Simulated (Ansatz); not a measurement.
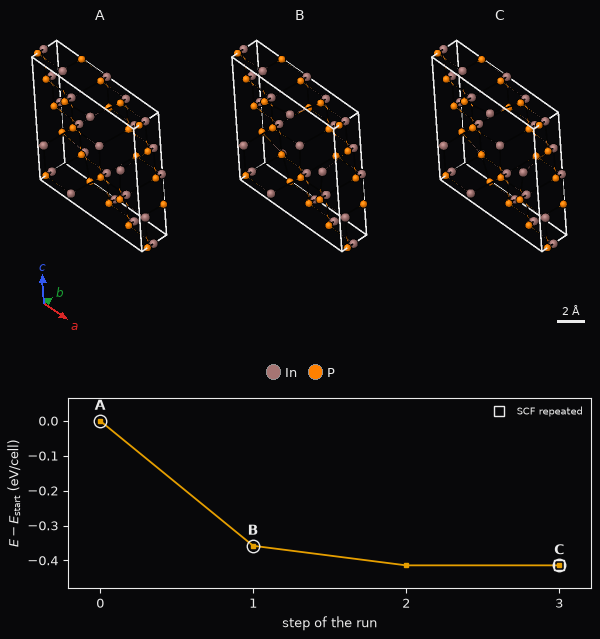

Frames of a relaxation of a defect cell of composition In16P15 (cell charge +3), marked on the history of the run. A ball-and-stick model of the cell of the calculation (origin shifted), seen slightly off an axis.

Case: P vacancy (site d), charge +3, atoms relaxed at the host's cell.

All numbers below come from DFT PBE, scalar-relativistic, plane waves, PAW in Ansatz. Set-up: plane-wave cutoff 420 eV; k-point mesh 2 × 2 × 2; occupations gaussian; smearing width 0.02 eV; mesh shifted by (0.5, 0.5, 0.5); no spin polarisation; atoms relaxed in a fixed cell; force threshold 0.025 eV/Å; at most 45 steps.

Q: Describe the path.

A: The largest moves, 0.29 Å, are those of In atoms. By element the largest moves are In 0.29 Å, P 0.02 Å. The lattice vectors keep their values. Near-neighbour distances that change, for instance: In–P 2.541 → 2.512 Å, In–P 2.557 → 2.535 Å. Among the angles between lasting bonds that change: In–P–In 103.4° → 97.0°, P–In–P 114.6° → 118.4°. The energy falls by 0.414 eV per cell of the calculation in 2 accepted moves (3 points after the start). Largest force component: 0.43 eV/Å at the start, 0.018 eV/Å at the end. 1 step only repeated the SCF at the same geometry. Cost: 75 s on 4 threads of Arm Neoverse V1, with other jobs on the host, peak memory 1.7 GiB. From step 0 to 1: In atoms move most (0.20 Å), energy −0.358 eV per cell of the calculation. From step 1 to 3: In atoms move most (0.09 Å), energy −56.0 meV per cell of the calculation.

```csv
step,"E − E(0), meV/atom","largest force component, eV/Å",note
0,0.00,0.4296,
1,-11.55,0.1507,
2,-13.36,0.0179,
3,-13.36,0.0179,"same geometry, SCF repeated"
```

Limits of the set-up: the cell is charged, on a uniform background, and energies carry no finite-size correction.
